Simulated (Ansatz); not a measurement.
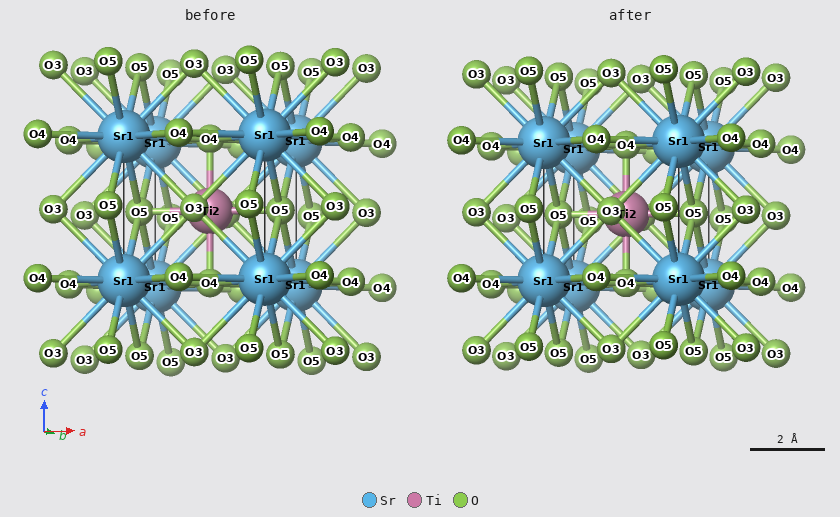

Left: crystalline SrTiO$_{3}$ (set up in Pm-3m). Right: the same structure after one change, at the same scale. A ball-and-stick model of the cell of the calculation, seen from a free direction.

The calculation used DFT PBE+U, scalar-relativistic, plane waves, PAW in Ansatz 0.2.0. Settings: plane-wave cutoff 420 eV; k-point mesh 8 × 8 × 8; occupations gaussian; smearing width 0.02 eV; U Ti 4.0 eV; no spin polarisation.

The crystal is put under a hydrostatic pressure of 30 GPa. Cell and atoms are relaxed at that pressure.

What does the change do?

Energy change: +127 meV per atom. Pressure: 0.0 GPa before, 30.0 GPa after. Cell: a = b = c 3.947 → 3.776 Å (−4.3 %). Volume −12.5 %. No atom moves by more than 0.005 Å relative to the cell. Among the bonded contacts that change: O–Sr 2.791 → 2.670 Å, O–Ti 1.974 → 1.888 Å. The space group stays Pm-3m (No. 221).
